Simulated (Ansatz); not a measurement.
**Si: density, localisation and related maps**

The calculation's input:

```
crystal:
  lattice:
    - [4.6604301138, 0.0, 0.0]
    - [0.0, 4.6604301138, 0.0]
    - [0.0, 0.0, 4.6604301138]
  atoms:
    - { symbol: Si, position: [0.25, 0.5, 0.0] }
    - { symbol: Si, position: [0.75, 0.5, 0.0] }
    - { symbol: Si, position: [0.0, 0.25, 0.5] }
    - { symbol: Si, position: [0.0, 0.75, 0.5] }
    - { symbol: Si, position: [0.5, 0.0, 0.25] }
    - { symbol: Si, position: [0.5, 0.0, 0.75] }
basis:
  ecutwfc: 420
kpoints:
  mp_grid: { grid: [8, 8, 8] }
  band_path:
    path:
      - [[0.0, 0.0, 0.0], [0.0, 0.5, 0.0], [0.5, 0.5, 0.0], [0.0, 0.0, 0.0], [0.5, 0.5, 0.5], [0.0, 0.5, 0.0]]
      - [[0.5, 0.5, 0.5], [0.5, 0.5, 0.0]]
    npoints: 14
hamiltonian:
  xc: pbe
scf:
  occupations: { method: gaussian, width: 0.1 }
  n_extra_bands: 15
output:
  forces: true
  stress: true
  eigenvalues: true
  populations: true
  dos: { projected: true, de: 0.02, nscf_kmesh: { grid: [10, 10, 10] } }
  bader: true
  write_density: true
  write_potential: true
  elf: true
  volumetric_format: npy
```

Run with:

```sh
ansatz run input.yaml --threads 1 --pin off --max-ram 2048MiB --backend cpu --events-out ev --progress --plain --runs-dir out
```

Below, planes, directions and counts refer to the conventional cell (a = 4.66 Å, b = 4.66 Å, c = 4.66 Å, α = 90.00°, β = 90.00°, γ = 90.00°).

Space group Pm-3n; a structure generated by program, which may or may not match a known phase.

Method: Ansatz 0.2.0, DFT PBE, scalar-relativistic, plane waves, PAW.

The density is the valence pseudo-density of a PAW calculation; it isn't the true density close to the nuclei.

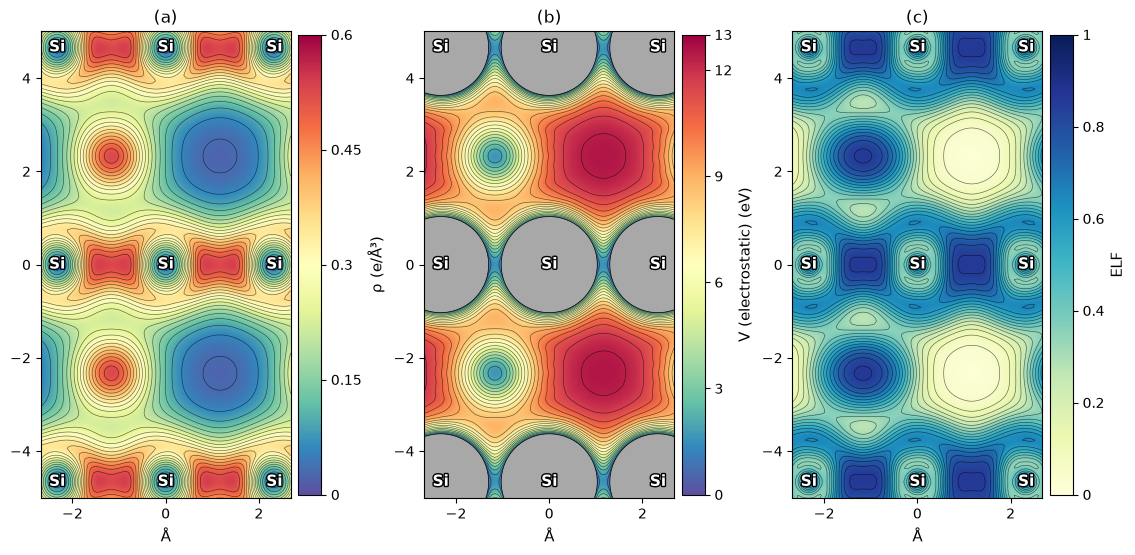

Figure 1. (a) valence pseudo-density; (b) electrostatic potential energy of an electron; (c) ELF on the (010) plane of the conventional cell. Grey discs cover the atomic cores in the potential map.

Question: What do the fields say about this system?

Answer:
- The section cuts through Si sites.
- Si–Si (2.33 Å): the density is about 0.53 e/Å³ at the midpoint; the ELF peaks at about 0.85 between the atoms.
- Between the atoms the lowest density in this plane is 0.02 e/Å³.
- Outside the cores the potential energy rises away from the atoms and is highest about 2.6 Å from the nearest atoms; its zero is arbitrary.

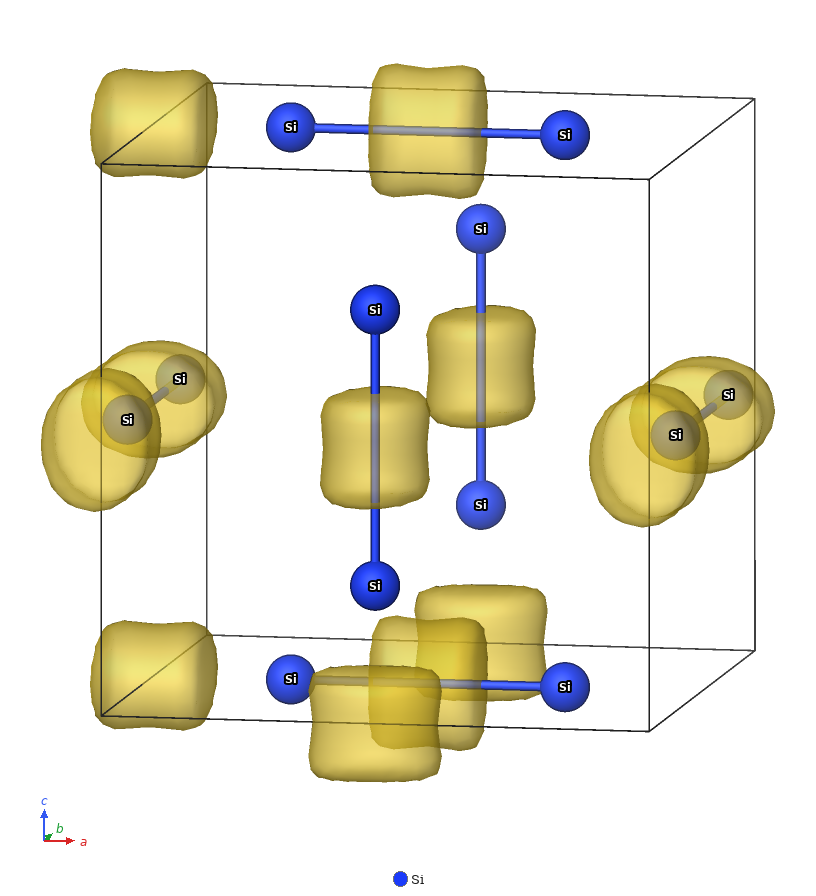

Figure 2. Isosurface of the ELF at 0.75 (yellow), seen slightly off an axis. Only the valence region is drawn (cores and ρ < 0.01 e/Å³ removed). Sticks mark near contacts.

Question: Identify the bonds, lone pairs and shells in this picture.

Answer: The ELF exceeds this value in six regions between bonded Si–Si atoms, counted in one cell of 6 atoms. Any copies at cell faces, edges or corners count once.

Question: Does the calculation give a band gap?

Answer: It is metallic or semimetallic at this level of theory: no gap opens.
